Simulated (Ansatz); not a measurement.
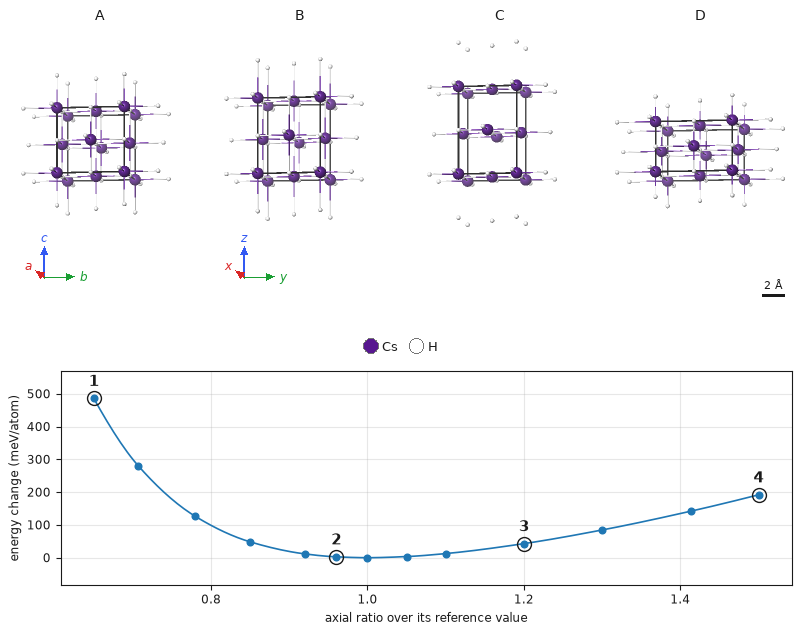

Solid CsH (Fm-3m): the ratio of the cell's length along z to its lengths across, counted as 1 for the reference, is changed at fixed volume (a tetragonal or Bain path), with the atoms kept at their fractional coordinates. x, y and z are the Cartesian axes of the input. The frames are shuffled; the numbered points of the plot belong to them. The picture is a ball-and-stick view of the conventional cell (4 times the calculation's cell), seen along the a axis, with a slight tilt. Lengths and directions refer to the drawn axes.

Level of theory: Ansatz 0.2.0, DFT r2SCAN, scalar-relativistic, plane waves, PAW. Settings: plane-wave cutoff 500 eV; k-point mesh 8 × 8 × 8; occupations gaussian; smearing width 0.05 eV; no spin polarisation. Energies (free energies at the smearing named) are counted from the cell as listed in its source, which wasn't relaxed.

Which frame belongs to which numbered point?

Point 1 is frame D (the relative ratio 0.65, 486 meV/atom); 2 is frame A (the relative ratio 0.96, 3 meV/atom); 3 is frame B (the relative ratio 1.20, 43 meV/atom); 4 is frame C (the relative ratio 1.50, 192 meV/atom). The lowest computed point lies at the relative ratio 1.00 (0 meV/atom). The end points stand at 486 meV/atom (0.65) and 192 meV/atom (1.50). The distortion takes the space group from Fm-3m to I4/mmm. At the relative ratio 1.50 the cell of the drawing goes a 6.376 → 5.570 Å, b 6.376 → 5.570 Å, c 6.376 → 8.355 Å.
